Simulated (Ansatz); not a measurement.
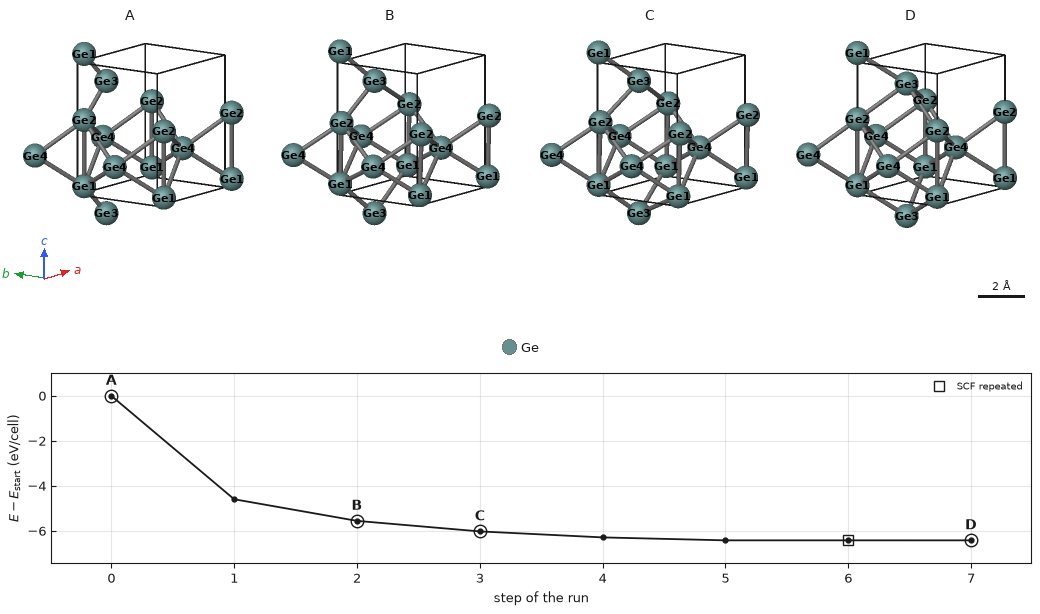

Frames of a relaxation of solid Ge (set up in P1), marked on the history of the run. Style: ball-and-stick. Shown: the cell of the calculation, from a free direction.

Level of theory: DFT PBEsol, scalar-relativistic, plane waves, PAW in Ansatz 0.2.0.

The input:
```yaml
crystal:
  lattice:
    - [3.797052877, 0.0, 0.0]
    - [-1.8985264385, 3.288344251, 0.0]
    - [0.0, 0.0, 6.2493425294]
  atoms:
    - { symbol: Ge, position: [0.0281642261, -0.0604963173, 0.0655316306] }
    - { symbol: Ge, position: [0.0281642261, -0.0604963173, 0.5655316306] }
    - { symbol: Ge, position: [0.248840655, 0.8481556185, 0.8380051081] }
    - { symbol: Ge, position: [0.6948308928, 0.2728370161, 0.3155316306] }
basis:
  ecutwfc: 420
kpoints:
  mp_grid: { grid: [12, 12, 6] }
hamiltonian:
  xc: pbesol
scf:
  occupations: { method: gaussian, width: 0.15 }
output:
  forces: true
  stress: true
  eigenvalues: true
relax:
  adjacent_minimum: "off"
  f_tol: 0.01
  max_steps: 80
```

Run as
```bash
ansatz run input.yaml --threads 2 --pin off --max-ram 5120MiB --backend cpu --events-out ev --progress --plain --runs-dir out
```

Q: Describe the path.

A: The atom that moves furthest is Ge3 (0.90 Å roughly along [1 −2 0]). The lattice vectors keep their values. Near-neighbour distances that change, for instance: Ge1–Ge3 1.771 → 2.692 Å, Ge2–Ge3 3.552 → 2.692 Å, Ge1–Ge3 (another image) 3.426 → 2.692 Å, Ge2–Ge3 (another image) 2.003 → 2.692 Å. Bond angles that change, for instance: Ge1–Ge3–Ge2 111.6° → 71.0°, Ge3–Ge2–Ge4 155.6° → 180.0°, Ge3–Ge2–Ge4 111.8° → 90.3°. The space group (tolerance 0.01 Å) goes from P1 (No. 1) to P6_3/mmc (No. 194). After 6 accepted moves (7 points after the start) the energy has fallen by 6.418 eV per cell of the calculation. Largest force component: 16 eV/Å at the start, 0.00079 eV/Å at the end. 1 step only repeated the SCF at the same geometry. Cost: 6.5 min on 2 threads of Arm Neoverse V2, with other jobs on the host, peak memory 1 GiB. From step 0 to 2: Ge3 moves most (0.38 Å), energy −5.553 eV per cell of the calculation. From step 2 to 3: Ge3 moves most (0.19 Å), energy −0.468 eV per cell of the calculation. From step 3 to 7: Ge3 moves most (0.39 Å), energy −0.397 eV per cell of the calculation.
